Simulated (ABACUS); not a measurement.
**Run report: Re, geometry relaxation (part 3 of 4)**

Re (P6₃/mmc, 2 atoms in the cell); Kohn-Sham DFT of a periodic cell, PBE, SG15 ONCV 1.2 PBE, no spin polarisation (ABACUS 3.10.1); cutoff 1360.57 eV, 10×10×6 k-mesh, fermi-dirac of 0.05 eV. The structure derives from an entry of the Crystallography Open Database.

Geometry of the input (Å; fractional positions):
```
2.7608  0.0000  0.0000
-1.3804  2.3909  0.0000
0.0000  0.0000  4.4582
Re 0.6667  0.3333  0.7500
Re 0.3333  0.6667  0.2500
```

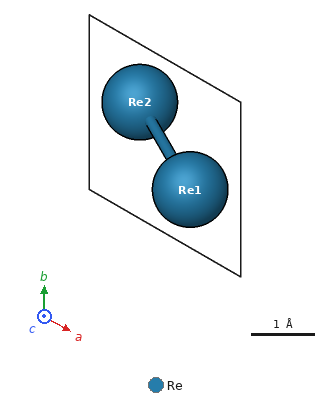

*The geometry at step 3 of the log (ball-and-stick view of the cell of the calculation, along the c axis; atoms are numbered from 1 in the order of the input).*

## Output, continued
```
------------------------------------------------------------------------------------------
 TOTAL-FORCE (eV/Angstrom)
------------------------------------------------------------------------------------------
                       Re1         0.0000000000         0.0000000000         0.0000000000
                       Re2         0.0000000000         0.0000000000         0.0000000000
------------------------------------------------------------------------------------------

----------------------------------------------------------------
 TOTAL-STRESS (KBAR)
----------------------------------------------------------------
        -2.1081826185         0.0000000000         0.0000000000
         0.0000000000        -2.1081826185        -0.0000000000
        -0.0000000000         0.0000000000        -2.1542273067
----------------------------------------------------------------
 TOTAL-PRESSURE: -2.123531 KBAR

 Largest gradient in force is 0.000000 eV/A.
 Threshold is 0.020000 eV/A.

 Largest gradient in stress is 2.154227 kbar.
 Threshold is 0.200000 kbar.

 Relaxation is not converged yet!
DIRECT COORDINATES
    atom                   x                   y                   z     mag                  vx                  vy                  vz
taud_Re1            0.6666666667        0.3333333333        0.7500000000  0.0000        0.0000000000        0.0000000000        0.0000000000
taud_Re2            0.3333333333        0.6666666667        0.2500000000  0.0000        0.0000000000        0.0000000000        0.0000000000

                          Volume (Bohr^3) = 201.663077
                             Volume (A^3) = 29.883349

 Lattice vectors: (Cartesian coordinate: in unit of a_0)
            +2.774680           +0.000000           +0.000000
            -1.387340           +2.402944           -0.000000
            -0.000000           -0.000000           +4.482014
 Reciprocal vectors: (Cartesian coordinate: in unit of 2 pi/a_0)
            +0.360402           +0.208078           +0.000000
            -0.000000           +0.416156           +0.000000
            -0.000000           +0.000000           +0.223114

 -------------------------------------------
 STEP OF RELAXATION : 5
 -------------------------------------------

[... set-up of the moved cell ...]

 LCAO ALGORITHM --------------- ION=   5  ELEC=   1--------------------------------

 Density error is 0.000119579218
----------------------------------------------------------
     Energy           Rydberg                 eV
----------------------------------------------------------
 E_KohnSham     -319.6867700295      -4349.5616476171
 E_Harris       -319.6790840173      -4349.4570740557
 E_Fermi        1.7377682172         23.6435495573
----------------------------------------------------------

[... 2 further cycles ...]
 LCAO ALGORITHM --------------- ION=   5  ELEC=   4--------------------------------

 Density error is 0.000000088012
----------------------------------------------------------
     Energy           Rydberg                 eV
----------------------------------------------------------
 E_KohnSham     -319.6867701555      -4349.5616493306
 E_KS(sigma->0) -319.6862290803      -4349.5542876257
 E_Harris       -319.6867701771      -4349.5616496252
 E_band         -11.3202268099       -154.0195872670
 E_one_elec     -45.7812897007       -622.8864017188
 E_Hartree      39.6008404204        538.7970753058
 E_xc           -34.2764541804       -466.3550840892
 E_Ewald        -279.2287845444      -3799.1025154186
 E_entropy(-TS) -0.0010821503        -0.0147234097
 E_descf        0.0000000000         0.0000000000
 E_exx          0.0000000000         0.0000000000
 E_Fermi        1.7378654055         23.6448718715
----------------------------------------------------------

 charge density convergence is achieved
 final etot is -4349.56164933058 eV
 EFERMI = 23.64487187151 eV

 STATE ENERGY(eV) AND OCCUPATIONS    NSPIN == 1
[... levels at 56 further k points ...]

 correction force for each atom along direction 1 is -0.000000
 correction force for each atom along direction 2 is 0.000000
 correction force for each atom along direction 3 is -0.000000
------------------------------------------------------------------------------------------
 TOTAL-FORCE (eV/Angstrom)
------------------------------------------------------------------------------------------
                       Re1         0.0000000000         0.0000000000         0.0000000000
                       Re2         0.0000000000         0.0000000000         0.0000000000
------------------------------------------------------------------------------------------

----------------------------------------------------------------
 TOTAL-STRESS (KBAR)
----------------------------------------------------------------
         6.9113001261         0.0000000000        -0.0000000000
         0.0000000000         6.9113001259         0.0000000000
         0.0000000000        -0.0000000000         7.2229786050
----------------------------------------------------------------
 TOTAL-PRESSURE: 7.015193 KBAR

 Largest gradient in force is 0.000000 eV/A.
 Threshold is 0.020000 eV/A.

 Largest gradient in stress is 7.222979 kbar.
 Threshold is 0.200000 kbar.

 Relaxation is not converged yet!
DIRECT COORDINATES
    atom                   x                   y                   z     mag                  vx                  vy                  vz
taud_Re1            0.6666666667        0.3333333333        0.7500000000  0.0000        0.0000000000        0.0000000000        0.0000000000
taud_Re2            0.3333333333        0.6666666667        0.2500000000  0.0000        0.0000000000        0.0000000000        0.0000000000

                          Volume (Bohr^3) = 202.058210
                             Volume (A^3) = 29.941902

 Lattice vectors: (Cartesian coordinate: in unit of a_0)
            +2.776478           +0.000000           +0.000000
            -1.388239           +2.404501           -0.000000
            -0.000000           -0.000000           +4.484982
 Reciprocal vectors: (Cartesian coordinate: in unit of 2 pi/a_0)
            +0.360168           +0.207943           +0.000000
            -0.000000           +0.415887           +0.000000
            -0.000000           +0.000000           +0.222966

 -------------------------------------------
 STEP OF RELAXATION : 6
 -------------------------------------------

[... set-up of the moved cell ...]

 LCAO ALGORITHM --------------- ION=   6  ELEC=   1--------------------------------

 Density error is 0.000213498033
----------------------------------------------------------
     Energy           Rydberg                 eV
----------------------------------------------------------
 E_KohnSham     -319.6867794385      -4349.5617756329
 E_Harris       -319.7005109772      -4349.7486028015
 E_Fermi        1.7340635914         23.5931455369
----------------------------------------------------------

[... 3 further cycles ...]
 LCAO ALGORITHM --------------- ION=   6  ELEC=   5--------------------------------

 Density error is 0.000000034897
----------------------------------------------------------
     Energy           Rydberg                 eV
----------------------------------------------------------
 E_KohnSham     -319.6867798409      -4349.5617811080
 E_KS(sigma->0) -319.6862358765      -4349.5543800920
 E_Harris       -319.6867798962      -4349.5617818598
 E_band         -11.4344770505       -155.5740415372
 E_one_elec     -46.0351320206       -626.3401036629
 E_Hartree      39.6666312297        539.6922051893
 E_xc           -34.2705261667       -466.2744293247
 E_Ewald        -279.0466649545      -3796.6246512777
 E_entropy(-TS) -0.0010879289        -0.0148020320
 E_descf        0.0000000000         0.0000000000
 E_exx          0.0000000000         0.0000000000
 E_Fermi        1.7338903361         23.5907882783
----------------------------------------------------------

 charge density convergence is achieved
 final etot is -4349.56178110799 eV
 EFERMI = 23.59078827834 eV

 STATE ENERGY(eV) AND OCCUPATIONS    NSPIN == 1
 1/56 kpoint (Cartesian) = 0.00000 0.00000 0.00000 (847 pws)
       1     -56.313718       0.003333
       2     -56.200557       0.003333
       3     -18.738427       0.003333
       4     -17.737563       0.003333
       5     -17.737563       0.003333
       6     -17.572174       0.003333
       7     -17.572174       0.003333
       8     -17.562168       0.003333
       9      13.822193       0.003333
      10      17.070271       0.003333
      11      22.064744       0.003333
      12      22.073628       0.003333
      13      22.073628       0.003333
      14      22.896705       0.003333
      15      22.896705       0.003333
      16      23.780317       0.000074
      17      23.780317       0.000074
      18      24.147035       0.000000
      19      26.877453       0.000000

 2/56 kpoint (Cartesian) = -0.03602 0.02079 0.00000 (842 pws)
       1     -56.304786       0.020000
       2     -56.196509       0.020000
       3     -18.702854       0.020000
       4     -17.820359       0.020000
       5     -17.764113       0.020000
       6     -17.658097       0.020000
       7     -17.584635       0.020000
       8     -17.577267       0.020000
       9      14.223448       0.020000
      10      17.439300       0.020000
      11      21.370457       0.020000
      12      22.431602       0.020000
      13      22.544604       0.020000
      14      22.718589       0.020000
      15      22.799045       0.020000
      16      23.226085       0.019986
      17      23.490788       0.017616
      18      23.672518       0.003264
      19      27.073056       0.000000

 3/56 kpoint (Cartesian) = -0.07203 0.04159 0.00000 (837 pws)
       1     -56.280748       0.020000
       2     -56.186498       0.020000
       3     -18.602561       0.020000
       4     -18.036380       0.020000
       5     -17.876149       0.020000
       6     -17.830993       0.020000
       7     -17.623164       0.020000
       8     -17.619475       0.020000
       9      15.303863       0.020000
      10      18.248286       0.020000
      11      20.688449       0.020000
      12      21.059466       0.020000
      13      22.001079       0.020000
      14      22.877496       0.020000
      15      23.201902       0.019992
      16      23.470901       0.018333
      17      23.549298       0.013926
      18      24.192746       0.000000
      19      27.428851       0.000000

 4/56 kpoint (Cartesian) = -0.10805 0.06238 0.00000 (833 pws)
       1     -56.249104       0.020000
       2     -56.175933       0.020000
       3     -18.458603       0.020000
       4     -18.301350       0.020000
       5     -18.132873       0.020000
       6     -17.909888       0.020000
       7     -17.699374       0.020000
       8     -17.665196       0.020000
       9      16.647695       0.020000
      10      18.400704       0.020000
      11      19.654586       0.020000
      12      20.799494       0.020000
      13      21.975460       0.020000
      14      22.278573       0.020000
      15      22.712995       0.020000
      16      24.965863       0.000000
      17      25.043732       0.000000
      18      25.630733       0.000000
      19      27.695919       0.000000

 5/56 kpoint (Cartesian) = -0.14407 0.08318 0.00000 (837 pws)
       1     -56.220319       0.020000
       2     -56.170480       0.020000
       3     -18.513300       0.020000
       4     -18.331681       0.020000
       5     -18.308699       0.020000
       6     -17.971469       0.020000
       7     -17.794109       0.020000
       8     -17.703472       0.020000
       9      17.540247       0.020000
      10      18.002478       0.020000
      11      18.759672       0.020000
      12      21.358002       0.020000
      13      21.869044       0.020000
      14      22.369092       0.020000
      15      22.739525       0.020000
      16      26.714735       0.000000
      17      27.120779       0.000000
      18      27.167036       0.000000
      19      27.830554       0.000000

 6/56 kpoint (Cartesian) = 0.18008 0.31192 0.00000 (841 pws)
       1     -56.207452       0.010000
       2     -56.170247       0.010000
       3     -18.593565       0.010000
       4     -18.405795       0.010000
       5     -18.231420       0.010000
       6     -17.994557       0.010000
       7     -17.850235       0.010000
       8     -17.718284       0.010000
       9      17.741909       0.010000
      10      17.836339       0.010000
      11      18.452792       0.010000
      12      21.725375       0.010000
      13      21.845185       0.010000
      14      22.247399       0.010000
      15      23.010613       0.010000
      16      27.480524       0.000000
      17      27.868389       0.000000
      18      28.000044       0.000000
      19      29.516286       0.000000

[... levels at 50 further k points ...]

 correction force for each atom along direction 1 is -0.000000
 correction force for each atom along direction 2 is 0.000000
 correction force for each atom along direction 3 is -0.000000
------------------------------------------------------------------------------------------
 TOTAL-FORCE (eV/Angstrom)
------------------------------------------------------------------------------------------
                       Re1         0.0000000000         0.0000000000         0.0000000000
                       Re2         0.0000000000         0.0000000000         0.0000000000
------------------------------------------------------------------------------------------

----------------------------------------------------------------
 TOTAL-STRESS (KBAR)
----------------------------------------------------------------
        -0.1541848732         0.0000000000         0.0000000000
         0.0000000000        -0.1541848732         0.0000000000
         0.0000000000        -0.0000000000        -0.1230120153
----------------------------------------------------------------
 TOTAL-PRESSURE: -0.143794 KBAR

 Largest gradient in force is 0.000000 eV/A.
 Threshold is 0.020000 eV/A.

 Largest gradient in stress is 0.154185 kbar.
 Threshold is 0.200000 kbar.

 Relaxation is converged!

 --------------------------------------------
 !FINAL_ETOT_IS -4349.5617811079855528 eV
 --------------------------------------------
```

## File mulliken.txt
```
 5
CALCULATE THE MULLIkEN ANALYSIS FOR EACH ATOM
 Total charge:	30
Decomposed Mulliken populations
0                             Zeta of Re              Spin 1
s                                      0              1.9920
s                                      1              0.9968
s                                      2             -0.0373
SUM OVER M+Zeta                                       2.9515

pz                                     0              2.0004
px                                     0              1.9991
py                                     0              1.9981
SUM OVER M                                            5.9976
pz                                     1              0.1992
px                                     1              0.2461
py                                     1              0.1234
SUM OVER M                                            0.5688
SUM OVER M+Zeta                                       6.5664

dz^2                                   0              1.0675
dxz                                    0              1.1268
dyz                                    0              1.0017
dx^2-y^2                               0              0.9056
dxy                                    0              1.2489
SUM OVER M                                            5.3505
dz^2                                   1             -0.0072
dxz                                    1             -0.0144
dyz                                    1             -0.0105
dx^2-y^2                               1             -0.0063
dxy                                    1             -0.0168
SUM OVER M                                           -0.0552
SUM OVER M+Zeta                                       5.2953

fz^3                                   0              0.0346
fxz^2                                  0              0.0223
fyz^2                                  0              0.0197
fzx^2-zy^2                             0              0.0230
fxyz                                   0              0.0352
fx^3-3*xy^2                            0              0.0200
f3yx^2-y^3                             0              0.0319
SUM OVER M                                            0.1868
SUM OVER M+Zeta                                       0.1868

SUM OVER M+Zeta+L                                    15.0000

Total Charge on atom:                 Re             15.0000


1                             Zeta of Re              Spin 1
s                                      0              1.9920
s                                      1              0.9968
s                                      2             -0.0373
SUM OVER M+Zeta                                       2.9515

pz                                     0              2.0004
px                                     0              1.9991
py                                     0              1.9981
SUM OVER M                                            5.9976
pz                                     1              0.1992
px                                     1              0.2461
py                                     1              0.1234
SUM OVER M                                            0.5688
SUM OVER M+Zeta                                       6.5664

dz^2                                   0              1.0675
dxz                                    0              1.1268
dyz                                    0              1.0017
dx^2-y^2                               0              0.9056
dxy                                    0              1.2489
SUM OVER M                                            5.3505
dz^2                                   1             -0.0072
dxz                                    1             -0.0144
dyz                                    1             -0.0105
dx^2-y^2                               1             -0.0063
dxy                                    1             -0.0168
SUM OVER M                                           -0.0552
SUM OVER M+Zeta                                       5.2953

fz^3                                   0              0.0346
fxz^2                                  0              0.0223
fyz^2                                  0              0.0197
fzx^2-zy^2                             0              0.0230
fxyz                                   0              0.0352
fx^3-3*xy^2                            0              0.0200
f3yx^2-y^3                             0              0.0319
SUM OVER M                                            0.1868
SUM OVER M+Zeta                                       0.1868

SUM OVER M+Zeta+L                                    15.0000

Total Charge on atom:                 Re             15.0000
```

## Trajectory as extended XYZ (Å, eV, eV/Å), 6 frames, from step=0 to step=5
```
2
Lattice="2.7608 0.0000 0.0000 -1.3804 2.3909 0.0000 0.0000 0.0000 4.4582" Properties=species:S:1:pos:R:3:forces:R:3 step=0 energy=-4349.55144 pressure_GPa=6.54
Re    1.3804    0.7970    3.3436    0.0000   0.0000   0.0000
Re    0.0000    1.5939    1.1145    0.0000   0.0000   0.0000
2
Lattice="2.8422 0.0000 0.0000 -1.4211 2.4614 0.0000 0.0000 -0.0000 4.5971" Properties=species:S:1:pos:R:3:forces:R:3 step=1 energy=-4349.39801 pressure_GPa=-22.10
Re    1.4211    0.8205    3.4478    0.0000   0.0000   0.0000
Re    0.0000    1.6409    1.1493    0.0000   0.0000   0.0000
2
Lattice="2.7770 0.0000 0.0000 -1.3885 2.4049 0.0000 0.0000 -0.0000 4.4858" Properties=species:S:1:pos:R:3:forces:R:3 step=2 energy=-4349.56177 pressure_GPa=-0.21
Re    1.3885    0.8016    3.3644    0.0000   0.0000   0.0000
Re    0.0000    1.6033    1.1215    0.0000   0.0000   0.0000
2
Lattice="2.7770 -0.0000 0.0000 -1.3885 2.4049 0.0000 0.0000 -0.0000 4.4858" Properties=species:S:1:pos:R:3:forces:R:3 step=3 energy=-4349.56177 pressure_GPa=-0.21
Re    1.3885    0.8016    3.3644    0.0000   0.0000   0.0000
Re    0.0000    1.6033    1.1215    0.0000   0.0000   0.0000
2
Lattice="2.7747 0.0000 0.0000 -1.3873 2.4029 -0.0000 -0.0000 -0.0000 4.4820" Properties=species:S:1:pos:R:3:forces:R:3 step=4 energy=-4349.56165 pressure_GPa=0.70
Re    1.3873    0.8010    3.3615    0.0000   0.0000   0.0000
Re    0.0000    1.6020    1.1205    0.0000   0.0000   0.0000
2
Lattice="2.7765 0.0000 0.0000 -1.3882 2.4045 -0.0000 -0.0000 -0.0000 4.4850" Properties=species:S:1:pos:R:3:forces:R:3 step=5 energy=-4349.56178 pressure_GPa=-0.01
Re    1.3882    0.8015    3.3637    0.0000   0.0000   0.0000
Re    0.0000    1.6030    1.1212    0.0000   0.0000   0.0000
```
